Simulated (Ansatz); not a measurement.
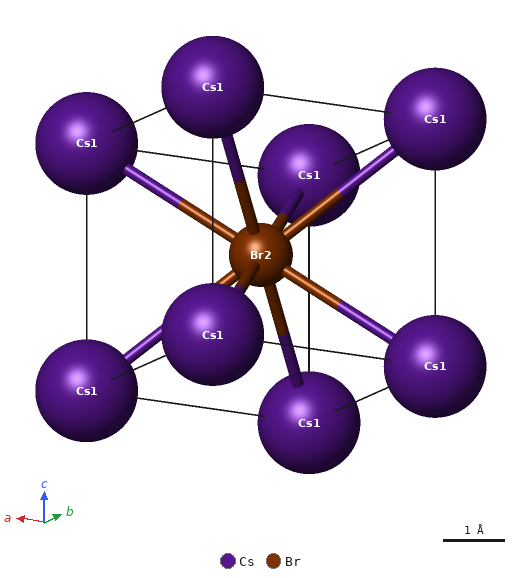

Reference structure: a symmetric starting cell of CsBr (made from another compound by putting Br in place of Cl). A ball-and-stick model of the cell of the calculation, seen from a free direction.

The calculation used DFT PBEsol, scalar-relativistic, plane waves, PAW (Ansatz 0.2.0). Settings: plane-wave cutoff 420 eV; k-point mesh 6 × 6 × 6; occupations gaussian; smearing width 0.02 eV; no spin polarisation.

Change: All lengths are scaled by +1.8 % (volume +5.6 %), the atoms keeping their fractional coordinates. No relaxation follows. The starting cell wasn't computed here and needn't be at equilibrium, so pressure and forces aren't due to the change alone.

Input file:
```yaml
crystal:
  lattice:
    - [4.3292457108, 0.0, 0.0]
    - [0.0, 4.3292457108, 0.0]
    - [0.0, 0.0, 4.3292457108]
  atoms:
    - { symbol: Cs, position: [0.0, 0.0, 0.0] }
    - { symbol: Br, position: [0.5, 0.5, 0.5] }
basis:
  ecutwfc: 420
kpoints:
  mp_grid: { grid: [6, 6, 6] }
hamiltonian:
  xc: pbesol
scf:
  occupations: { method: gaussian, width: 0.02 }
output:
  forces: true
  stress: true
  eigenvalues: true
  populations: true
```

Predict the response.

The pressure is −0.8 GPa (not all of it need come from the change, since the unchanged cell can be under pressure at this level too). All forces vanish by symmetry. Among the bonded contacts that change: Br–Cs 3.682 → 3.749 Å. The space group stays Pm-3m (No. 221).

Drawn alike, the variant:

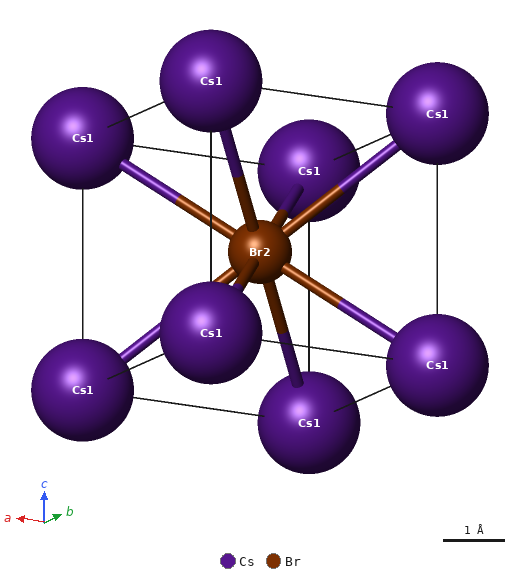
